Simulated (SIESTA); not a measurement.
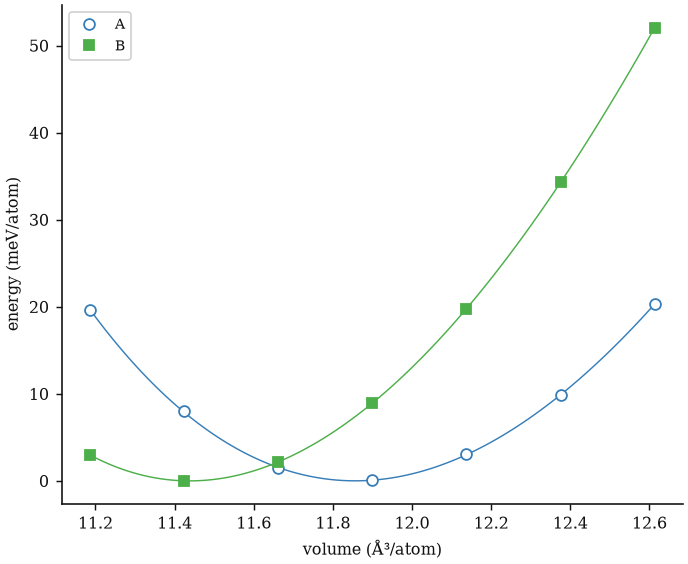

The figure compares two calculations of the energy against volume, each curve from its own zero. The first is for ZnO, space group P6_3mc (No. 186).

The cell holds 4 atoms.

Computed with SIESTA 5.4.2: DFT in numerical atomic orbitals with pseudopotentials, no spin polarisation; energies at scaled volumes of the given cell, shape and fractions fixed, counted from the fit's minimum, third-order Birch-Murnaghan fit. Level: LDA.

k mesh 9×9×5; occupations Fermi–Dirac; smearing width 0.05 eV; potentials PseudoDojo 0.4 standard, converted to PSML, two zetas on semicore shells; program settings basis DZP, mesh cutoff 800 Ry.

In the second, the level changes from LDA to PBEsol.

**Which of A and B is the second calculation, and what did the change do?**

A. The equilibrium volume rises from 11.44 to 11.86 Å³/atom (+3.7 %) and the bulk modulus falls from 165 to 150 GPa (−9.1 %).

For both, limits of the calculation: mulliken charges of long orbitals; short basis over semicore shells; valence orbitals made in semicore potential; shape and atomic fractions are frozen while scaling, which makes layered, chain and framework solids too stiff.

V0 and the bulk modulus come from third-order Birch–Murnaghan fits.
